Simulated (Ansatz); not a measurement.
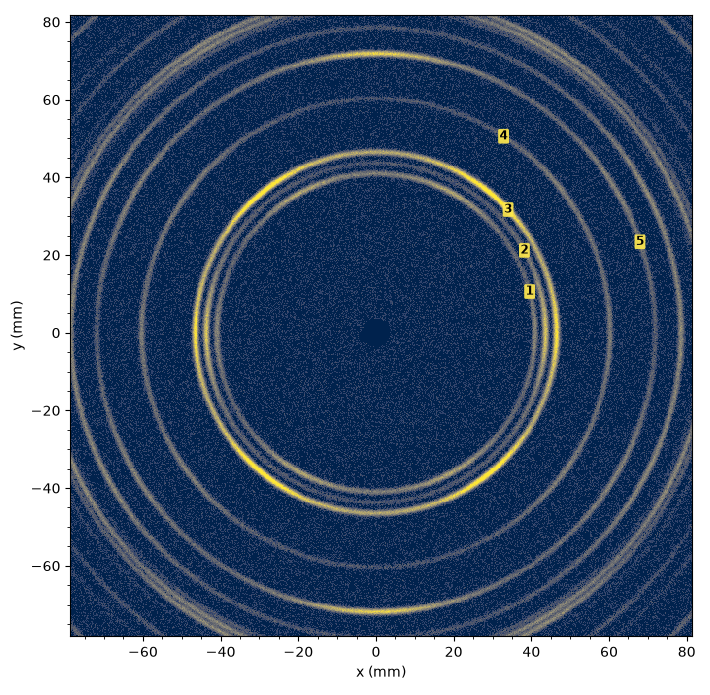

Simulated X-ray powder rings on a flat area detector normal to the beam: λ = 0.3100 Å, sample-to-detector distance 310 mm, axes in mm from the beam centre, for a sample with fibre texture (March–Dollase model, fibre axis vertical in the picture). Kinematic intensities with B = 0.8 Å² for all atoms, without absorption; brightness goes as intensity to the power 0.4, clipped at the top, with counting noise. Reflections closer than the ring width show as one ring.

The sample is Ir, space group P6_3/mmc, a = 2.727 Å, b = 2.727 Å, c = 4.431 Å, α = 90.00°, β = 90.00°, γ = 120.00°. It is based on coordinates from a relaxation with DFT, m-r2SCAN, plane waves (500 eV) with PAW, scalar-relativistic (Ansatz); the starting structure was generated, so it need not be a known form of this composition.

> Measure the numbered rings and index them.

| ring | radius | 2θ (°) | d (Å) | hkl |
| --- | --- | --- | --- | --- |
| 1 | 41.0 mm | 7.53 | 2.36 | 100 |
| 2 | 43.7 mm | 8.02 | 2.22 | 002 |
| 3 | 46.5 mm | 8.53 | 2.08 | 101 |
| 4 | 60.3 mm | 11.01 | 1.616 | 102 |
| 5 | 71.9 mm | 13.05 | 1.363 | 110 |

> Which lattice planes lie preferentially normal to the fibre axis?

The (1 1 0) planes: ring 5 is concentrated at the top and bottom of the pattern (March parameter 0.35).
